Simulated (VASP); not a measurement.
Run report: Hf, geometry relaxation (part 1 of 3)

The run: geometry relaxation of Hf (2 atoms in the cell). Method and program: Kohn-Sham DFT of a periodic cell, PBEsol, VASP PAW PBE potentials, recommended, no spin polarisation (VASP 6.6.1).

The structure derives from an entry of the Crystallography Open Database.

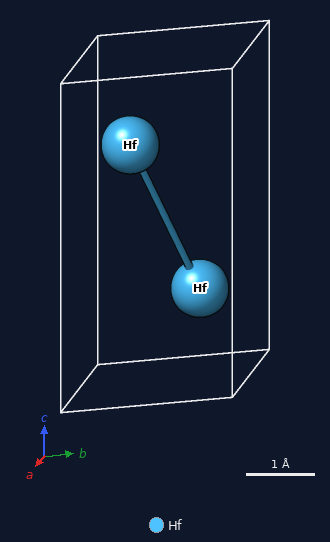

Fig. 1: The structure as given in the input (ball-and-stick view of the cell of the calculation, seen slightly off an axis). An atom can appear more than once, as a periodic image.

## INCAR
```
SYSTEM = Hf
PREC = Accurate
ENCUT = 520
EDIFF = 1E-7
ISMEAR = 0
SIGMA = 0.1
LREAL = .False.
LASPH = .True.
NELM = 60
ALGO = Normal
ISIF = 3
LWAVE = .False.
LCHARG = .False.
GGA = PS
IBRION = 2
NSW = 80
EDIFFG = -0.002
PSTRESS = 750.0
```

## KPOINTS
```
Automatic mesh
0
Gamma
  3 3 2
  0 0 0
```

## POSCAR
```
Hf                                      
1.0
    2.6587521427      0.0000000000      0.0000000000
   -1.3293760713      2.3025469019     -0.0000000000
    0.0000000000      0.0000000000      5.0259281480
  Hf            
     2
Direct
     0.3333333300000021    0.6666666699999979    0.2500000000000000
     0.6666666699999979    0.3333333300000021    0.7500000000000000
```

Machine: 1 thread of Intel Xeon (Sapphire Rapids), 176 GiB of memory available, shared host.

Launch command:
```bash
cat potpaw_PBE.64/Hf_pv/POTCAR > POTCAR
mpirun -np 1 vasp_std > vasp.out
```

## OSZICAR
```
N       E                     dE             d eps       ncg     rms          rms(c)
DAV:   1     0.591792235316E+02    0.59179E+02   -0.11783E+04   168   0.143E+03
DAV:   2    -0.181665556253E+02   -0.77346E+02   -0.76132E+02   204   0.295E+02
DAV:   3    -0.199411237155E+02   -0.17746E+01   -0.16784E+01   210   0.314E+01
DAV:   4    -0.199543630173E+02   -0.13239E-01   -0.13193E-01   198   0.287E+00
DAV:   5    -0.199544359876E+02   -0.72970E-04   -0.72962E-04   198   0.209E-01    0.714E+01
DAV:   6    -0.196362990114E+02    0.31814E+00   -0.21980E-01   174   0.394E+00    0.426E+01
DAV:   7    -0.195145359581E+02    0.12176E+00   -0.36283E-01   168   0.492E+00    0.222E+00
DAV:   8    -0.195102479046E+02    0.42881E-02   -0.23953E-02   180   0.131E+00    0.162E-01
DAV:   9    -0.195103014962E+02   -0.53592E-04   -0.44924E-04   204   0.183E-01    0.964E-02
DAV:  10    -0.195102990667E+02    0.24295E-05   -0.18477E-05   186   0.400E-02    0.747E-02
DAV:  11    -0.195102996381E+02   -0.57134E-06   -0.21631E-06   186   0.127E-02    0.212E-03
DAV:  12    -0.195102996905E+02   -0.52421E-07   -0.79114E-08   114   0.253E-03
   1 F= -.51072886E+01 E0= -.51022399E+01  d E =-.510729E+01
       N       E                     dE             d eps       ncg     rms          rms(c)
DAV:   1    -0.238290694427E+02   -0.43188E+01   -0.25338E+02   168   0.159E+02    0.631E+01
DAV:   2    -0.157296294470E+02    0.80994E+01   -0.15576E+01   174   0.412E+01    0.241E+01
DAV:   3    -0.127674961961E+02    0.29621E+01   -0.53448E+00   168   0.220E+01    0.723E+00
DAV:   4    -0.126947401811E+02    0.72756E-01   -0.25601E-01   198   0.422E+00    0.421E+00
DAV:   5    -0.126760729150E+02    0.18667E-01   -0.79445E-02   186   0.232E+00    0.514E-01
DAV:   6    -0.126754392010E+02    0.63371E-03   -0.33024E-03   180   0.524E-01    0.332E-01
DAV:   7    -0.126754693383E+02   -0.30137E-04   -0.72834E-05   186   0.835E-02    0.651E-02
DAV:   8    -0.126754625007E+02    0.68376E-05   -0.44532E-06   186   0.181E-02    0.119E-02
DAV:   9    -0.126754626844E+02   -0.18376E-06   -0.26401E-07   132   0.490E-03    0.516E-03
DAV:  10    -0.126754626806E+02    0.37908E-08   -0.20198E-08    84   0.140E-03
   2 F= -.27177947E+01 E0= -.27128014E+01  d E =0.238949E+01
       N       E                     dE             d eps       ncg     rms          rms(c)
DAV:   1    -0.248022584763E+02   -0.12127E+02   -0.14879E+02   168   0.116E+02    0.464E+01
DAV:   2    -0.202658901291E+02    0.45364E+01   -0.85588E+00   174   0.260E+01    0.173E+01
DAV:   3    -0.186228579982E+02    0.16430E+01   -0.29541E+00   168   0.149E+01    0.598E+00
DAV:   4    -0.185765903071E+02    0.46268E-01   -0.18155E-01   186   0.367E+00    0.498E+00
DAV:   5    -0.185701234038E+02    0.64669E-02   -0.15349E-02   186   0.852E-01    0.204E+00
DAV:   6    -0.185694060459E+02    0.71736E-03   -0.10571E-02   180   0.699E-01    0.376E-01
DAV:   7    -0.185694114359E+02   -0.53900E-05   -0.30304E-04   182   0.148E-01    0.814E-02
DAV:   8    -0.185694060473E+02    0.53886E-05   -0.23496E-05   174   0.432E-02    0.181E-02
DAV:   9    -0.185694056861E+02    0.36119E-06   -0.15616E-06   168   0.111E-02    0.327E-03
DAV:  10    -0.185694056507E+02    0.35464E-07   -0.18552E-08    84   0.125E-03
   3 F= -.53159777E+01 E0= -.53065781E+01  d E =-.208689E+00
       N       E                     dE             d eps       ncg     rms          rms(c)
DAV:   1    -0.185191130261E+02    0.50293E-01   -0.29183E-02   168   0.164E+00    0.750E-01
DAV:   2    -0.185181161242E+02    0.99690E-03   -0.19451E-03   168   0.407E-01    0.242E-01
DAV:   3    -0.185177852103E+02    0.33091E-03   -0.61539E-04   168   0.219E-01    0.811E-02
DAV:   4    -0.185177794183E+02    0.57920E-05   -0.25117E-05   192   0.420E-02    0.626E-02
DAV:   5    -0.185177742335E+02    0.51848E-05   -0.13727E-05   180   0.302E-02    0.212E-02
DAV:   6    -0.185177749843E+02   -0.75075E-06   -0.16793E-06   194   0.100E-02    0.658E-03
DAV:   7    -0.185177752303E+02   -0.24604E-06   -0.42838E-08    84   0.153E-03    0.714E-04
DAV:   8    -0.185177752369E+02   -0.66375E-08   -0.13793E-08    84   0.939E-04
   4 F= -.53167929E+01 E0= -.53074446E+01  d E =-.209504E+00
       N       E                     dE             d eps       ncg     rms          rms(c)
DAV:   1    -0.184924045240E+02    0.25371E-01   -0.71018E-03   168   0.809E-01    0.372E-01
DAV:   2    -0.184921611003E+02    0.24342E-03   -0.47276E-04   168   0.201E-01    0.120E-01
DAV:   3    -0.184920810177E+02    0.80083E-04   -0.14984E-04   168   0.108E-01    0.399E-02
DAV:   4    -0.184920798098E+02    0.12079E-05   -0.61263E-06   192   0.207E-02    0.308E-02
DAV:   5    -0.184920792714E+02    0.53838E-06   -0.33003E-06   180   0.148E-02    0.105E-02
DAV:   6    -0.184920796854E+02   -0.41396E-06   -0.40723E-07   162   0.494E-03    0.327E-03
DAV:   7    -0.184920798023E+02   -0.11694E-06   -0.11881E-08    84   0.799E-04    0.349E-04
DAV:   8    -0.184920798064E+02   -0.40691E-08   -0.40010E-09    84   0.494E-04
   5 F= -.53168949E+01 E0= -.53075921E+01  d E =-.209606E+00
       N       E                     dE             d eps       ncg     rms          rms(c)
DAV:   1    -0.185576819470E+02   -0.65602E-01   -0.24058E+01   168   0.418E+01    0.830E+00
DAV:   2    -0.182789849180E+02    0.27870E+00   -0.44833E-01   180   0.606E+00    0.658E+00
DAV:   3    -0.181659116890E+02    0.11307E+00   -0.13405E-01   186   0.275E+00    0.360E+00
DAV:   4    -0.181544429398E+02    0.11469E-01   -0.33980E-02   204   0.140E+00    0.102E+00
DAV:   5    -0.181544672442E+02   -0.24304E-04   -0.10974E-03   180   0.264E-01    0.242E-01
DAV:   6    -0.181544580816E+02    0.91627E-05   -0.14522E-05   168   0.321E-02    0.700E-02
DAV:   7    -0.181544567036E+02    0.13779E-05   -0.39117E-06   198   0.150E-02    0.352E-03
DAV:   8    -0.181544566957E+02    0.79363E-08   -0.10209E-07    96   0.268E-03
   6 F= -.53955931E+01 E0= -.53903144E+01  d E =-.786982E-01
       N       E                     dE             d eps       ncg     rms          rms(c)
DAV:   1    -0.182740271247E+02   -0.11957E+00   -0.98611E-01   168   0.852E+00    0.133E+00
DAV:   2    -0.182607002450E+02    0.13327E-01   -0.17809E-02   180   0.121E+00    0.705E-01
DAV:   3    -0.182548696904E+02    0.58306E-02   -0.69729E-03   186   0.631E-01    0.354E-01
DAV:   4    -0.182543354419E+02    0.53425E-03   -0.10102E-03   204   0.240E-01    0.190E-01
DAV:   5    -0.182543035001E+02    0.31942E-04   -0.91141E-05   198   0.687E-02    0.423E-02
DAV:   6    -0.182543041803E+02   -0.68017E-06   -0.40164E-06   180   0.147E-02    0.120E-02
DAV:   7    -0.182543041766E+02    0.36753E-08   -0.11871E-07   102   0.272E-03
   7 F= -.54086355E+01 E0= -.54035898E+01  d E =-.917407E-01
       N       E                     dE             d eps       ncg     rms          rms(c)
DAV:   1    -0.182835734974E+02   -0.29269E-01   -0.99416E-02   168   0.271E+00    0.418E-01
DAV:   2    -0.182822387063E+02    0.13348E-02   -0.18085E-03   180   0.386E-01    0.222E-01
DAV:   3    -0.182816555427E+02    0.58316E-03   -0.68492E-04   186   0.197E-01    0.114E-01
DAV:   4    -0.182815979256E+02    0.57617E-04   -0.10509E-04   204   0.774E-02    0.600E-02
DAV:   5    -0.182815935474E+02    0.43782E-05   -0.87106E-06   198   0.213E-02    0.129E-02
DAV:   6    -0.182815938856E+02   -0.33814E-06   -0.31862E-07   154   0.423E-03    0.394E-03
DAV:   7    -0.182815938911E+02   -0.55461E-08   -0.12482E-08    84   0.907E-04
   8 F= -.54085396E+01 E0= -.54034914E+01  d E =-.916447E-01
       N       E                     dE             d eps       ncg     rms          rms(c)
DAV:   1    -0.182666198331E+02    0.14974E-01   -0.33833E-02   168   0.158E+00    0.244E-01
DAV:   2    -0.182661608063E+02    0.45903E-03   -0.61862E-04   180   0.226E-01    0.129E-01
DAV:   3    -0.182659654908E+02    0.19532E-03   -0.23130E-04   186   0.114E-01    0.677E-02
DAV:   4    -0.182659473767E+02    0.18114E-04   -0.36404E-05   204   0.456E-02    0.351E-02
DAV:   5    -0.182659475327E+02   -0.15604E-06   -0.28305E-06   198   0.122E-02    0.728E-03
DAV:   6    -0.182659473161E+02    0.21664E-06   -0.85735E-08    98   0.229E-03    0.226E-03
DAV:   7    -0.182659473125E+02    0.35379E-08   -0.83768E-09    84   0.814E-04
   9 F= -.54088643E+01 E0= -.54038176E+01  d E =-.919694E-01
       N       E                     dE             d eps       ncg     rms          rms(c)
DAV:   1    -0.184355769216E+02   -0.16963E+00   -0.29374E-01   168   0.515E+00    0.187E+00
DAV:   2    -0.184263124650E+02    0.92645E-02   -0.18961E-02   168   0.126E+00    0.622E-01
DAV:   3    -0.184229834681E+02    0.33290E-02   -0.61626E-03   168   0.689E-01    0.230E-01
DAV:   4    -0.184229014236E+02    0.82044E-04   -0.31618E-04   192   0.147E-01    0.203E-01
DAV:   5    -0.184228508941E+02    0.50530E-04   -0.76883E-05   180   0.642E-02    0.468E-02
DAV:   6    -0.184228451308E+02    0.57633E-05   -0.16380E-05   186   0.309E-02    0.187E-02
DAV:   7    -0.184228454395E+02   -0.30875E-06   -0.48336E-07   180   0.651E-03    0.317E-03
DAV:   8    -0.184228453434E+02    0.96115E-07   -0.35520E-08    84   0.161E-03
  10 F= -.54064641E+01 E0= -.54013852E+01  d E =0.240024E-02
       N       E                     dE             d eps       ncg     rms          rms(c)
DAV:   1    -0.183136119107E+02    0.10923E+00   -0.16370E-01   168   0.385E+00    0.140E+00
DAV:   2    -0.183084274483E+02    0.51845E-02   -0.10594E-02   168   0.949E-01    0.465E-01
DAV:   3    -0.183065805462E+02    0.18469E-02   -0.34523E-03   168   0.518E-01    0.172E-01
DAV:   4    -0.183065396462E+02    0.40900E-04   -0.17190E-04   192   0.108E-01    0.152E-01
DAV:   5    -0.183065218368E+02    0.17809E-04   -0.45335E-05   180   0.497E-02    0.334E-02
DAV:   6    -0.183065224286E+02   -0.59186E-06   -0.87490E-06   186   0.226E-02    0.142E-02
DAV:   7    -0.183065220128E+02    0.41580E-06   -0.23844E-07   140   0.469E-03    0.269E-03
DAV:   8    -0.183065220834E+02   -0.70517E-07   -0.30955E-08    84   0.158E-03
  11 F= -.54091906E+01 E0= -.54041369E+01  d E =-.326348E-03
       N       E                     dE             d eps       ncg     rms          rms(c)
DAV:   1    -0.183073760814E+02   -0.85407E-03   -0.85357E-06   168   0.278E-02    0.987E-03
DAV:   2    -0.183073758552E+02    0.22622E-06   -0.55576E-07   168   0.685E-03    0.324E-03
DAV:   3    -0.183073757225E+02    0.13270E-06   -0.16535E-07    90   0.373E-03    0.123E-03
DAV:   4    -0.183073757072E+02    0.15301E-07   -0.22697E-08    84   0.148E-03
  12 F= -.54091908E+01 E0= -.54041368E+01  d E =-.326480E-03
       N       E                     dE             d eps       ncg     rms          rms(c)
DAV:   1    -0.183042606029E+02    0.31151E-02   -0.66464E-03   168   0.691E-01    0.792E-02
DAV:   2    -0.183041724139E+02    0.88189E-04   -0.10250E-04   180   0.903E-02    0.502E-02
DAV:   3    -0.183041348144E+02    0.37599E-04   -0.51386E-05   192   0.513E-02    0.336E-02
DAV:   4    -0.183041326379E+02    0.21765E-05   -0.51768E-06   204   0.165E-02    0.141E-02
DAV:   5    -0.183041326505E+02   -0.12637E-07   -0.20193E-07   156   0.352E-03
  13 F= -.54091408E+01 E0= -.54040868E+01  d E =0.499231E-04
       N       E                     dE             d eps       ncg     rms          rms(c)
DAV:   1    -0.183060428018E+02   -0.19102E-02   -0.22259E-03   168   0.400E-01    0.457E-02
DAV:   2    -0.183060143172E+02    0.28485E-04   -0.34344E-05   180   0.523E-02    0.291E-02
DAV:   3    -0.183060011810E+02    0.13136E-04   -0.17223E-05   192   0.297E-02    0.193E-02
DAV:   4    -0.183060002045E+02    0.97649E-06   -0.16924E-06   204   0.945E-03    0.814E-03
DAV:   5    -0.183060000778E+02    0.12671E-06   -0.62448E-08    90   0.206E-03    0.102E-03
DAV:   6    -0.183060000580E+02    0.19844E-07   -0.17710E-08    84   0.988E-04
  14 F= -.54091628E+01 E0= -.54041089E+01  d E =0.279800E-04
```

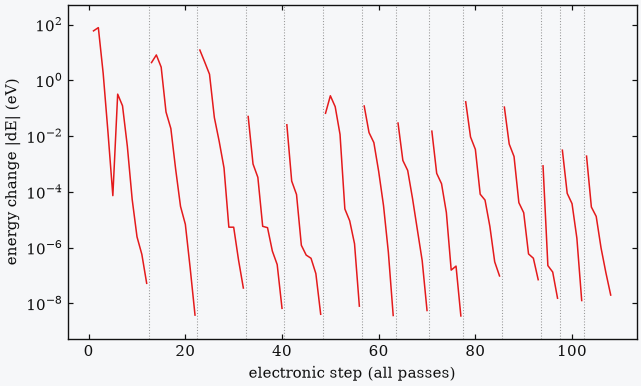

Fig. 2: Convergence of the self-consistent field: energy change |dE| against the electronic step. Each stretch between dotted lines is the SCF of one geometry step of a relaxation. The 14 ionic steps take 4 to 12 electronic steps each. The density is held fixed in the first few steps, and dE rises again when its update begins.

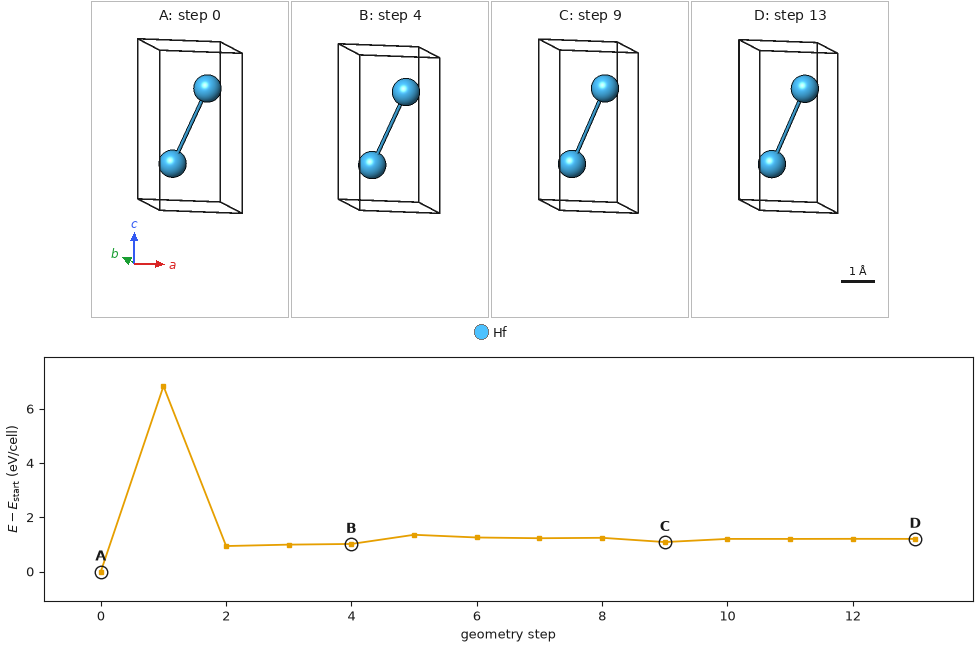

Fig. 3: Frames of the relaxation (ball-and-stick view of the cell of the calculation, seen slightly off an axis) above the curves, on which the letters mark them (steps are counted from 0).

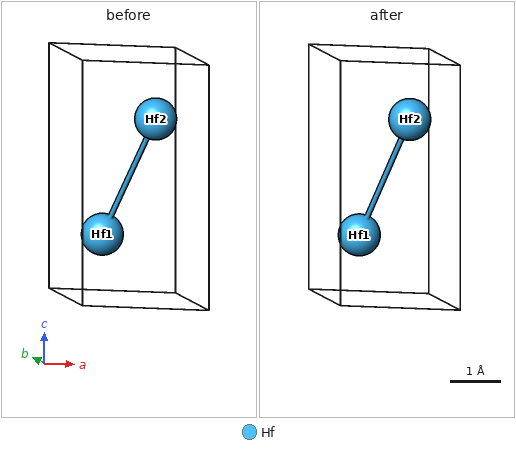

Fig. 4: Before (left) and after (right) the relaxation, at one scale (ball-and-stick view of the cell of the calculation, seen slightly off an axis). Over 13 geometry steps the energy rises by 1.204 eV per cell of the calculation. All forces vanish by symmetry, so only the cell relaxes. No atom moves by more than 0.005 Å relative to the cell. The volume changes by −10.5 %, with a = b 2.659 → 2.518 Å (−5.3 %), c 5.026 → 5.017 Å (−0.2 %). Distances before and after: Hf1–Hf1 2.659 → 2.518 Å, Hf1–Hf2 2.945 → 2.899 Å. The space group stays P6_3/mmc (No. 194). (Atoms are counted from 1 in the order of the input.)

## Parts of OUTCAR
```
SYSTEM = Hf
   PREC = Accurate
   ENCUT = 520
   EDIFF = 1E-7
   ISMEAR = 0
   LREAL = .False.
   LASPH = .True.
   NELM = 60
   ISIF = 3
   GGA = PS
   IBRION = 2
   NSW = 80
   EDIFFG = -0.002
   PSTRESS = 750.0

 ion  position               nearest neighbor table
   1  0.333  0.667  0.250-   2 2.94   2 2.94   2 2.94   2 2.94   2 2.94   2 2.94
   2  0.667  0.333  0.750-   1 2.94   1 2.94   1 2.94   1 2.94   1 2.94   1 2.94

  LATTYP: Found a hexagonal cell.
 ALAT       =     2.6587521427
 C/A-ratio  =     1.8903334641

  Lattice vectors:

 A1 = (   2.6587521427,   0.0000000000,   0.0000000000)
 A2 = (  -1.3293760713,   2.3025469019,   0.0000000000)
 A3 = (   0.0000000000,   0.0000000000,   5.0259281480)

Analysis of symmetry for initial positions (statically):
=====================================================================
 Subroutine PRICEL returns:
 Original cell was already a primitive cell.

 Routine SETGRP: Setting up the symmetry group for a
 hexagonal supercell.

 Subroutine GETGRP returns: Found 24 space group operations
 (whereof 12 operations were pure point group operations)
 out of a pool of 24 trial point group operations.

The static configuration has the point symmetry D_3d.
 The point group associated with its full space group is D_6h.

Analysis of symmetry for dynamics (positions and initial velocities):
=====================================================================
 Subroutine PRICEL returns:
 Original cell was already a primitive cell.

 Routine SETGRP: Setting up the symmetry group for a
 hexagonal supercell.
```
